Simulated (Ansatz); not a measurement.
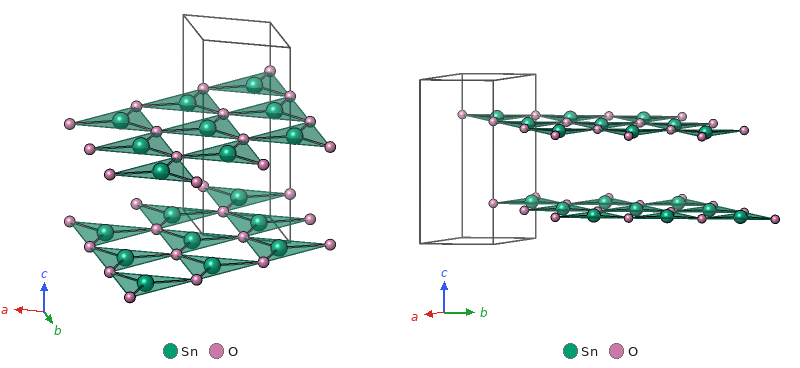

Polyhedra are drawn about Sn (bonds: O–Sn below 2.5 Å); other atoms are plain spheres. Two views of the same piece.

System SnO (space group P6_3/mmc, No. 194); source of the atomic positions: coordinates from a relaxation with DFT PBE, scalar-relativistic, plane waves, PAW in Ansatz; the starting structure was generated, so it need not be a known form of this composition.

Q: What figure surrounds each Sn atom, and what does it share with the other drawn polyhedra?

A: Sn: SnO3 triangle, sharing corners with six neighbours.

Q: What is the connectivity of the polyhedra: isolated, groups, chains, layers or framework?

A: They form layers of corner-sharing triangles parallel to (001).

Q: How far apart are the centres of linked polyhedra?

A: Centre to centre across a shared corner: 3.90 Å.
